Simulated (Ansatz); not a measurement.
Single-point calculation of Ti$_{8}$Al$_{17}$

- system: Ti$_{8}$Al$_{17}$ (slab, 25 atoms in the cell)
- method: DFT PBEsol, scalar-relativistic, plane waves, PAW, no spin polarisation (Ansatz 0.2.0)

The structure derives from an entry of the Crystallography Open Database. It belongs to a series of runs on one base structure; here: repeats removed: -2. Figures and captions count atoms from 1; the log counts them from 0 in places.

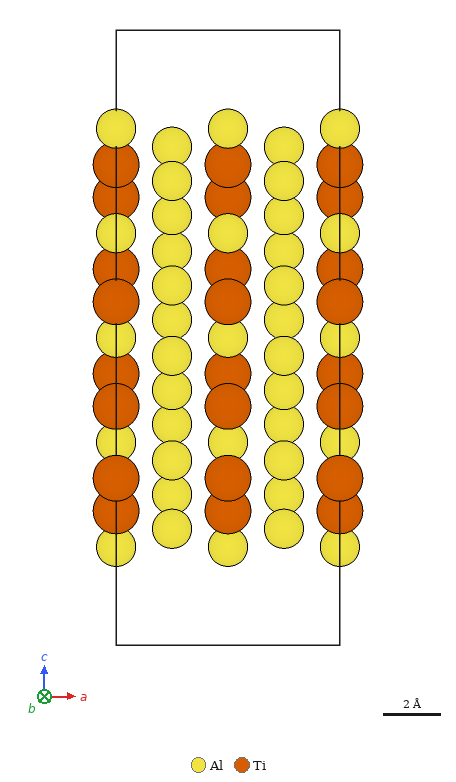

**Figure 1.** The structure (spheres-only view of the 2 × 1 repeat of the cell, with the vacuum cut short, along the b axis). An atom can appear more than once, as a periodic image.

Summary:

```json
{"quantity": "outcome", "value": "converged"}
{"quantity": "electrons treated", "value": "147"}
{"quantity": "free energy", "value": "−28712.5121 eV"}
{"quantity": "work function, top face", "value": "4.53 eV"}
{"quantity": "work function, bottom face", "value": "4.53 eV"}
{"quantity": "Fermi energy", "value": "3.267 eV"}
{"quantity": "gap on the k-point mesh", "value": "none (metallic)"}
{"quantity": "work function (upper face)", "value": "4.53 eV"}
{"quantity": "largest force (length of the vector)", "value": "0.693 eV/Å"}
{"quantity": "hardware", "value": "1 thread of Arm Neoverse V1, 24 GiB of memory available, shared host"}
{"quantity": "wall time", "value": "3.7 min"}
{"quantity": "peak memory", "value": "1.4 GiB"}
```

The input:
```yaml
crystal:
  lattice:
    - [3.9724249786, 0.0, 0.0]
    - [0.0, 6.3340202875, 0.0]
    - [0.0, 0.0, 29.8446028118]
  atoms:
    - { symbol: Al, position: [0.0, 0.8103778562, 0.2513017194] }
    - { symbol: Al, position: [0.5, 0.1233989978, 0.2728021535] }
    - { symbol: Ti, position: [0.0, 0.432749588, 0.294050469] }
    - { symbol: Al, position: [0.5, 0.7155667843, 0.3134762895] }
    - { symbol: Ti, position: [0.0, 0.9983839807, 0.33290211] }
    - { symbol: Al, position: [0.5, 0.3077345708, 0.3541504255] }
    - { symbol: Al, position: [0.0, 0.6207557124, 0.3756508597] }
    - { symbol: Al, position: [0.5, 0.933776854, 0.3971512938] }
    - { symbol: Ti, position: [0.0, 0.2431274442, 0.4183996094] }
    - { symbol: Al, position: [0.5, 0.5259446405, 0.4378254298] }
    - { symbol: Ti, position: [0.0, 0.8087618369, 0.4572512503] }
    - { symbol: Al, position: [0.5, 0.118112427, 0.4784995659] }
    - { symbol: Al, position: [0.0, 0.4311335686, 0.5] }
    - { symbol: Al, position: [0.5, 0.7441547103, 0.5215004341] }
    - { symbol: Ti, position: [0.0, 0.0535053004, 0.5427487497] }
    - { symbol: Al, position: [0.5, 0.3363224967, 0.5621745702] }
    - { symbol: Ti, position: [0.0, 0.6191396931, 0.5816003906] }
    - { symbol: Al, position: [0.5, 0.9284902832, 0.6028487062] }
    - { symbol: Al, position: [0.0, 0.2415114248, 0.6243491403] }
    - { symbol: Al, position: [0.5, 0.5545325665, 0.6458495745] }
    - { symbol: Ti, position: [0.0, 0.8638831566, 0.66709789] }
    - { symbol: Al, position: [0.5, 0.146700353, 0.6865237105] }
    - { symbol: Ti, position: [0.0, 0.4295175493, 0.705949531] }
    - { symbol: Al, position: [0.5, 0.7388681394, 0.7271978465] }
    - { symbol: Al, position: [0.0, 0.0518892811, 0.7486982806] }
basis:
  ecutwfc: 420
kpoints:
  mp_grid: { grid: [9, 6, 1] }
hamiltonian:
  xc: pbesol
scf:
  occupations: { method: gaussian, width: 0.1 }
output:
  forces: true
  stress: true
  eigenvalues: true
efield:
  axis: 3
  dipole_correction: true
  ramp_width: 0.04
```

Launched with:
```bash
ansatz run input.yaml --threads 1 --pin off --max-ram 2560MiB --backend cpu --events-out ev --progress --plain --runs-dir out
```

Output:
```
Engine: ansatz 0.2.0, aarch64-unknown-linux-gnu
Pseudopotentials: kind: paw
Pseudopotential: Al, paw, valence charge 3, recommended cutoff 420 eV (normal), Al.paw.azcp
Pseudopotential: Ti, paw, valence charge 12, recommended cutoff 420 eV (normal), Ti.paw.azcp
Functional definition: PBEsol
  exchange = pbesol_x
  correlation = pbesol_c
Crystal: 25 atoms, lattice volume = 750.933 Å³
Basis set: ecut = 420 eV, 14739 PW (Γ), exchange–correlation on 54×90×400 points (8 copies of the dense FFT grid, shifted against one another)
Bands: 99, of which v1, the nominal top of the filled ones, is band 74 counted from 1 (73 counted from 0)
Symmetry: 2 space group operations
k-points: 20 of 54 (time reversal used)
Non-local potential: Al, projectors of the file, l = 0: 2, l = 1: 2, l = 2: 1
Non-local potential: Ti, projectors of the file, l = 0: 3, l = 1: 2, l = 2: 3, l = 3: 1
PAW form: soft (Blöchl's): semilocal exchange-correlation on the pseudo side does not see the compensation charge
PAW frozen core: Al, regenerated for the run's functional, and the local potential with it (the file was generated under x = pbe(κ = 0.804, μ = 0.2195149727645171), c = pbe(β = 0.06672455060314922))
PAW frozen core: Ti, regenerated for the run's functional, and the local potential with it (the file was generated under x = pbe(κ = 0.804, μ = 0.2195149727645171), c = pbe(β = 0.06672455060314922))
PAW one-centre angular grid: Al, 110 points (default); XC on 64 Gauss nodes
PAW one-centre angular grid: Ti, 590 points (default); XC on 64 Gauss nodes
Initial density: superposition of atomic densities (neutral atoms: chi_scale 0, normalization atom), corrected by the library's trained network
Initial wavefunctions: pseudopotential atomic-orbital guess
Functional: x = pbesol(κ = 0.804, μ = 0.12345679012345678), c = pbesol(β = 0.046)
SCF iter   1: F=—  HF=-28712.527022 eV  |F-HF|=—  |Δ(HF+E_count)|=         —  Δρ=4.29e-3  dr2=3.59e-1  ethr=1.77e-3  p=0.000 e·Å  D=3.15e-12 V/Å  ΔV_dip=-0.00 eV  dr2_dipole=2.92e-9  V_vac-E_F(+/−)=4.47/4.47 eV  ⟨swp⟩=8.6  Hψ=10002  notcnv=0
efield: sawtooth ramp at fractional position 0.9800 (placed from the atoms, in the widest stretch of the axis that holds none; the zero of the levels goes with the place), width 0.0400; the density the first Hamiltonian is built on has a dipole p = 0.000 e·Å; the dipole correction subtracts the counter field D = 3.15e-12 V/Å, which shifts the + side's vacuum level by -0.00 eV against the − side's; the planar-averaged density in the ramp window peaks in size at 1.2e-5 e/Å³
preconditioner: auto → LDOS  [metal: Δε(μ)=0.025 eV  Ē_g=4.554 eV  σ=0.100 eV  W_gap=0.14  n_scr=124 (ndim 8)  ℏωp=12.3 eV  f_vac=0.399  D(μ)=14.51/eV (n_scr^D=68)  β→1.0]
SCF iter   2: F=—  HF=-28712.522234 eV  |F-HF|=—  |Δ(HF+E_count)|=   4.79e-3  Δρ=2.17e-3  dr2=7.59e-2  ethr=2.44e-4  p=0.000 e·Å  D=4.59e-6 V/Å  ΔV_dip=-0.00 eV  dr2_dipole=6.90e-7  V_vac-E_F(+/−)=4.52/4.52 eV  ⟨swp⟩=3.0  Hψ=3937  notcnv=0  defer=301
SCF iter   3: F=—  HF=-28712.512317 eV  |F-HF|=—  |Δ(HF+E_count)|=   9.92e-3  Δρ=5.29e-4  dr2=2.70e-3  ethr=5.16e-5  p=0.000 e·Å  D=4.96e-6 V/Å  ΔV_dip=-0.00 eV  dr2_dipole=7.01e-8  V_vac-E_F(+/−)=4.51/4.51 eV  ⟨swp⟩=3.0  Hψ=3917  notcnv=0  defer=301
SCF iter   4: F=—  HF=-28712.511992 eV  |F-HF|=—  |Δ(HF+E_count)|=   3.26e-4  Δρ=1.30e-4  dr2=1.78e-4  ethr=1.84e-6  p=0.000 e·Å  D=1.06e-6 V/Å  ΔV_dip=-0.00 eV  dr2_dipole=5.16e-8  V_vac-E_F(+/−)=4.52/4.52 eV  ⟨swp⟩=2.4  Hψ=2899  notcnv=0  defer=301
SCF iter   5: F=—  HF=-28712.511999 eV  |F-HF|=—  |Δ(HF+E_count)|=   7.19e-6  Δρ=3.12e-5  dr2=1.11e-5  ethr=1.21e-7  p=0.000 e·Å  D=6.50e-7 V/Å  ΔV_dip=-0.00 eV  dr2_dipole=5.80e-10  V_vac-E_F(+/−)=4.52/4.52 eV  ⟨swp⟩=2.8  Hψ=3434  notcnv=0  defer=301
SCF iter   6: F=—  HF=-28712.512114 eV  |F-HF|=—  |Δ(HF+E_count)|=   1.15e-4  Δρ=1.07e-5  dr2=1.68e-6  ethr=7.53e-9  p=0.000 e·Å  D=4.45e-7 V/Å  ΔV_dip=-0.00 eV  dr2_dipole=3.08e-11  V_vac-E_F(+/−)=4.52/4.52 eV  ⟨swp⟩=2.6  Hψ=3586  notcnv=0  defer=299
SCF iter   7: F=—  HF=-28712.512114 eV  |F-HF|=—  |Δ(HF+E_count)|=   5.61e-7  Δρ=3.68e-6  dr2=2.14e-7  ethr=1.14e-9  p=0.000 e·Å  D=1.12e-7 V/Å  ΔV_dip=-0.00 eV  dr2_dipole=5.01e-12  V_vac-E_F(+/−)=4.53/4.53 eV  ⟨swp⟩=2.8  Hψ=3286  notcnv=0  defer=299
SCF iter   8: F=-28712.512114 eV  HF=-28712.512114 eV  |F-HF|=1.21e-8  |Δ(HF+E_count)|=   4.86e-8  Δρ=1.10e-6  dr2=1.79e-8  ethr=6.80e-11  p=0.000 e·Å  D=7.18e-8 V/Å  ΔV_dip=-0.00 eV  dr2_dipole=1.78e-12  V_vac-E_F(+/−)=4.53/4.53 eV  ⟨swp⟩=17.1  Hψ=9972  notcnv=0
SCF 1 converged in 8 iterations: F = -28712.512114 eV  dr2 = 1.79e-8
  greatest PAW one-centre occupation: 0.999 electrons in one spin orbital (limit 2), on the Ti atom at site 4 (counted from 0), in its partial waves of l = 0
```

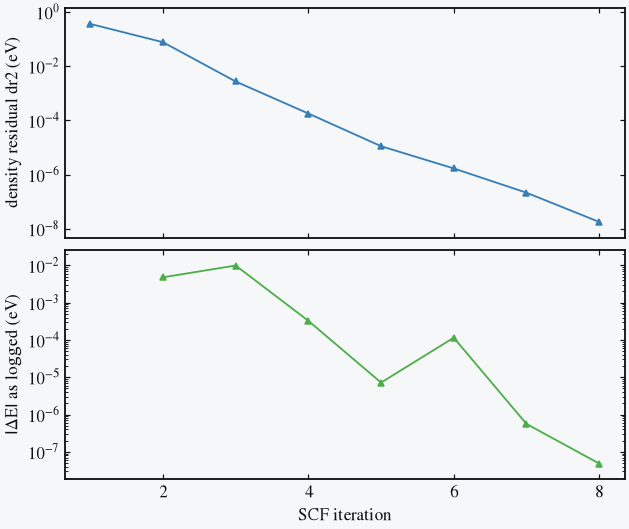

**Figure 2.** Convergence of the self-consistent field: density residual dr2 and size of the energy change against the SCF iteration. The residual falls at every step.

```
SCF converged after 8 iterations
Free energy (F): -28712.512114 eV
Harris-Foulkes:  -28712.512114 eV  (|F-HF|=1.21e-8)
Internal energy: -28712.438363 eV  (E = F + TS)
E sigma→0 (E₀):  -28712.475239 eV
Entropy (-TS):   -0.073751 eV (-2.950 meV/atom)
Fermi energy:    3.266910 eV
Dipole field:    D = -0.000001 V/Å  (p = -0.000004 e·Å, saw-weighted, corrected)
Work function:   Φ+ = 4.5262 eV   Φ− = 4.5262 eV
Levels:          The Fermi level and band energies are counted from a zero that moves with the ramp; work functions are not
--- Per-component energies (eV) ---
  E_band       = -2270.403693
  E_kinetic    = 2574.976526
  E_local      = -103926.790319  (includes V_loc(G=0)·N_el)
  E_nonlocal   = 263.088872
  E_hartree    = 50859.987324
  E_xc         = -1443.516763
  E_vxc        = -1467.517709  (∫ρ·V_xc dr)
  E_paw        = -15917.405682  (= ΣΔE_a)
  E_vpaw       = -1434.139800  (= ΣTr[D̂ρ^β])
  E_aug_tail   = 0.000885  (compensation charges beyond the density's cutoff)
  E_efield     = 0.000000  (sawtooth field / dipole correction)
  E_vefield    = 0.000000  (∫n·V_field dr)
  E_ewald      = 38875.780356
  E_core_change = 1.440438  (= ΣΔE_core)
  E_smearing   = -0.073751  (= −TS)
  E_closure    = -0.000000  (closes the sum)
  Σ components = -28712.512114   (vs F -28712.512114, Δ=0.00e0)
--- Forces (eV/Å), atoms counted from 1 ---
  atom   1  Al    -0.00000000     0.21945036    -0.05485313
  atom   2  Al    -0.00000000     0.00223707     0.09042047
  atom   3  Ti    -0.00000000    -0.61128789    -0.02875197
  atom   4  Al    -0.00000000    -0.04628460    -0.42085675
  atom   5  Ti     0.00000000     0.44435884     0.53149575
  atom   6  Al    -0.00000000     0.07879890    -0.19335055
  atom   7  Al     0.00000000     0.00094291     0.05749085
  atom   8  Al    -0.00000000    -0.06450518    -0.04061704
  atom   9  Ti    -0.00000000    -0.03363743    -0.06599224
  atom  10  Al    -0.00000000     0.01778688     0.00550031
  atom  11  Ti     0.00000000     0.01053153    -0.00036537
  atom  12  Al     0.00000000    -0.00104403     0.01668158
  atom  13  Al     0.00000000     0.00000160     0.00000105
  atom  14  Al    -0.00000000     0.00104259    -0.01668058
  atom  15  Ti    -0.00000000    -0.01053453     0.00036791
  atom  16  Al     0.00000000    -0.01778429    -0.00549971
  atom  17  Ti     0.00000000     0.03363737     0.06598752
  atom  18  Al     0.00000000     0.06450609     0.04061614
  atom  19  Al    -0.00000000    -0.00094407    -0.05749016
  atom  20  Al     0.00000000    -0.07880028     0.19335156
  atom  21  Ti    -0.00000000    -0.44435845    -0.53149560
  atom  22  Al     0.00000000     0.04628553     0.42085486
  atom  23  Ti     0.00000000     0.61129014     0.02875014
  atom  24  Al     0.00000000    -0.00223807    -0.09042014
  atom  25  Al     0.00000000    -0.21945275     0.05485497
  max |Σ_I F_I| component: 1.74e-6 eV/Å
--- Stress (GPa, compression-positive) ---
       -0.967056       0.000000      -0.000000
        0.000000      -1.611395       0.018141
       -0.000000       0.018141       0.237533
  P = ⅓ Tr σ = -0.7803 GPa (-7.803 kbar)
--- Band table (eV; the first three rows and the last of 20) ---
  k-point 0: bands = ["-53.3437", "-53.3437", "-53.1365", "-53.1338", "-53.1182", "-53.1057", "-53.0881", "-53.0881", "-29.8491", "-29.8491", "-29.7141", "-29.7141", "-29.6554", "-29.6553", "-29.6127", "-29.6108", "-29.5871", "-29.5820", "-29.5754", "-29.5743", "-29.5742", "-29.5712", "-29.5609", "-29.5480", "-29.5427", "-29.4398", "-29.4298", "-29.4208", "-29.4158", "-29.4059", "-29.3951", "-29.3951", "-6.6877", "-6.2337", "-5.5298", "-4.5081", "-3.8472", "-2.9957", "-2.9554", "-2.7066", "-2.5409", "-2.2601", "-1.9286", "-1.7280", "-1.2966", "-0.9373", "-0.4425", "-0.3359", "0.0217", "0.5515", "0.7801", "1.0875", "1.2790", "1.3916", "1.4808", "1.6282", "1.6423", "1.7630", "1.7856", "2.0526", "2.1826", "2.2016", "2.2558", "2.2937", "2.3394", "2.3693", "2.4225", "2.7044", "2.7132", "2.8159", "2.8362", "2.8965", "3.1705", "3.2032", "3.5561", "3.5907", "3.9057", "3.9534", "3.9736", "4.0811", "4.1923", "4.2090", "4.2497", "4.3319", "4.3924", "4.4329", "4.5384", "4.5559", "4.6381", "4.7363", "4.8264", "4.9119", "4.9277", "4.9977", "5.1133", "5.4552", "5.5209", "5.8448", "5.8721"]
  k-point 1: bands = ["-53.3437", "-53.3437", "-53.1363", "-53.1337", "-53.1183", "-53.1058", "-53.0881", "-53.0881", "-29.8493", "-29.8493", "-29.7141", "-29.7141", "-29.6539", "-29.6538", "-29.6125", "-29.6106", "-29.5873", "-29.5810", "-29.5754", "-29.5743", "-29.5719", "-29.5714", "-29.5614", "-29.5481", "-29.5422", "-29.4399", "-29.4305", "-29.4212", "-29.4173", "-29.4074", "-29.3974", "-29.3949", "-6.5908", "-6.1411", "-5.4481", "-4.4516", "-3.9632", "-3.8503", "-3.4446", "-2.6929", "-2.5499", "-1.8661", "-1.6464", "-1.5076", "-1.1985", "-0.9266", "-0.3789", "-0.2630", "0.2086", "0.6798", "0.9404", "1.0416", "1.3894", "1.4303", "1.5080", "1.5346", "1.6422", "1.7853", "1.8951", "2.1297", "2.1518", "2.1734", "2.3000", "2.3081", "2.3648", "2.3800", "2.4653", "2.5660", "2.6452", "2.7587", "2.8437", "3.0344", "3.1540", "3.2601", "3.4500", "3.6032", "3.6668", "3.7682", "3.9432", "4.0278", "4.1441", "4.2119", "4.2820", "4.3067", "4.4643", "4.4938", "4.5460", "4.5971", "4.6419", "4.8031", "4.8615", "4.9658", "4.9852", "5.0387", "5.2707", "5.5448", "5.5675", "5.8016", "5.9437"]
  k-point 2: bands = ["-53.3437", "-53.3437", "-53.1359", "-53.1335", "-53.1187", "-53.1060", "-53.0882", "-53.0882", "-29.8495", "-29.8495", "-29.7140", "-29.7140", "-29.6508", "-29.6508", "-29.6120", "-29.6104", "-29.5877", "-29.5782", "-29.5753", "-29.5744", "-29.5718", "-29.5680", "-29.5624", "-29.5483", "-29.5406", "-29.4401", "-29.4325", "-29.4224", "-29.4202", "-29.4101", "-29.3995", "-29.3970", "-6.3201", "-5.8935", "-5.2744", "-4.7046", "-4.5323", "-4.0146", "-3.9462", "-3.0394", "-2.8550", "-2.0248", "-1.7493", "-0.8435", "-0.7882", "-0.4503", "-0.1867", "0.2740", "0.4488", "0.6684", "1.1586", "1.3519", "1.3539", "1.4609", "1.5773", "1.5849", "1.6729", "1.8552", "1.9060", "2.0672", "2.1076", "2.1380", "2.2094", "2.2788", "2.3116", "2.4657", "2.4664", "2.5322", "2.5555", "2.8215", "2.8611", "3.0276", "3.1545", "3.3304", "3.3924", "3.4406", "3.4460", "3.7910", "3.7971", "3.8931", "4.1019", "4.1699", "4.2930", "4.2967", "4.3904", "4.4185", "4.5459", "4.7925", "4.8157", "4.8378", "4.9352", "4.9986", "5.1047", "5.3274", "5.3310", "5.5058", "5.6857", "5.8297", "6.1306"]
  k-point 19: bands = ["-53.3430", "-53.3430", "-53.1350", "-53.1327", "-53.1181", "-53.1054", "-53.0875", "-53.0875", "-29.8481", "-29.8481", "-29.7297", "-29.7297", "-29.6475", "-29.6475", "-29.6307", "-29.6286", "-29.6061", "-29.5926", "-29.5919", "-29.5893", "-29.5737", "-29.5654", "-29.5599", "-29.5461", "-29.5378", "-29.4389", "-29.4321", "-29.4217", "-29.4199", "-29.4095", "-29.3981", "-29.3976", "-4.4549", "-4.1598", "-3.7503", "-3.6602", "-3.1971", "-3.1403", "-3.0767", "-2.8218", "-2.5662", "-2.3010", "-2.1075", "-1.7291", "-1.5817", "-1.4467", "-1.2624", "-0.8368", "-0.6955", "-0.2351", "-0.0084", "-0.0061", "0.2952", "0.5001", "0.8831", "1.0341", "1.0612", "1.1739", "1.2882", "1.3760", "1.6231", "1.6559", "1.7056", "1.9016", "2.1606", "2.1718", "2.3589", "2.3791", "2.5291", "2.8337", "2.8838", "3.1461", "3.2653", "3.4496", "3.5083", "3.5279", "3.6389", "3.8487", "3.9846", "4.2728", "4.2869", "4.3528", "4.3881", "4.4390", "4.4627", "4.5300", "4.6293", "4.6424", "4.6933", "4.7442", "4.8768", "4.9110", "4.9199", "4.9964", "5.0567", "5.0821", "5.1794", "5.2447", "5.4427"]
```

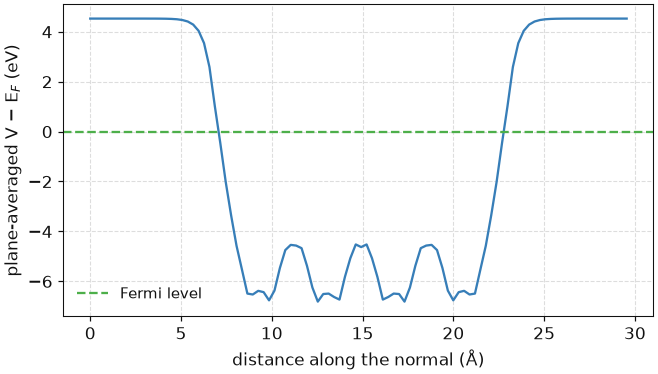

**Figure 3.** Plane average of the electrostatic potential energy of an electron across the cell, from the Fermi level. The vacuum level lies 4.53 eV above the Fermi level.

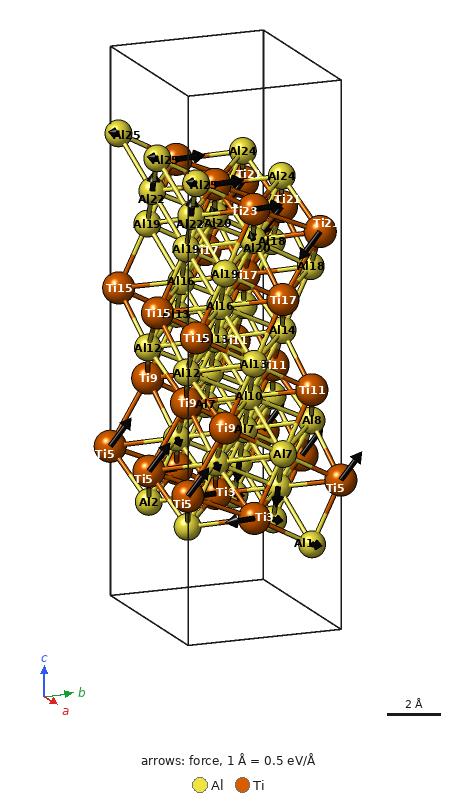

**Figure 4.** Forces on the atoms as black arrows (ball-and-stick view of the 2 × 1 repeat of the cell, with the vacuum cut short, seen slightly off an axis; atoms are numbered from 1 in the order of the input); the smallest are left out. The largest act on Ti5, Ti21 (0.69 eV/Å); Ti3, Ti23 (0.61 eV/Å); Al4, Al22 (0.42 eV/Å); Al1, Al25 (0.23 eV/Å), among others. The geometry is not a stationary point of this energy.
